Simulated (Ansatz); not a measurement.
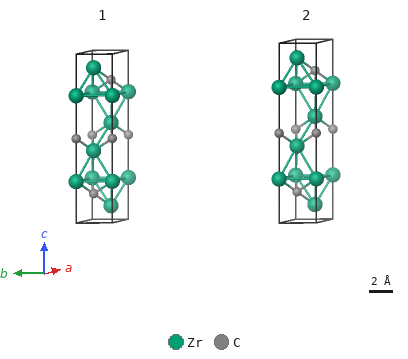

Two geometries of crystalline Zr₂C (a generated structure, set up in R-3m) (coarse preliminary run), drawn at one scale. One is the start of a relaxation, the other its converged end. Style: ball-and-stick. Shown: the conventional cell (3 times the calculation's cell), from a free direction. Lengths and directions refer to the drawn axes.

All numbers below come from DFT PBEsol, scalar-relativistic, plane waves, PAW in Ansatz. Set-up: plane-wave cutoff 420 eV; k-point mesh 6 × 6 × 6; occupations gaussian; smearing width 0.1 eV; no spin polarisation; cell and atoms relaxed; force threshold 0.05 eV/Å; at most 60 steps.

Which one is relaxed?

Structure 2 is the relaxed one. Case: Ti → Zr on all its sites, cell and atoms relaxed. The largest moves relative to the cell, 0.013 Å, are those of Zr atoms. C stays in place. The drawn cell changes as follows: a = b 3.207 → 3.300 Å (+2.9 %), c 15.043 → 16.018 Å (+6.5 %); the volume changes by +12.7 %. Near-neighbour distances that change, for instance: Zr–Zr 3.219 → 3.411 Å, Zr–Zr 3.017 → 3.151 Å, Zr–Zr 3.207 → 3.300 Å, C–Zr 2.202 → 2.281 Å. The space group stays R-3m (No. 166). Over 3 accepted moves (6 points after the start) the energy falls by 130 meV per atom. Largest force component: 1.4 eV/Å at the start, 0.014 eV/Å at the end. Pressure: 24.07 GPa at the start and −0.17 GPa at the end. The line search rejected the trial step at point 2 of the run. At 2 points the geometry stayed and the basis and grid were re-selected for the new cell (energy shift of 2.4 meV per atom at most each time). Cost: 6.7 s on 2 threads of Intel(R) Xeon(R) Platinum 8488C (Sapphire Rapids) (shared host), peak memory 0.41 GiB.
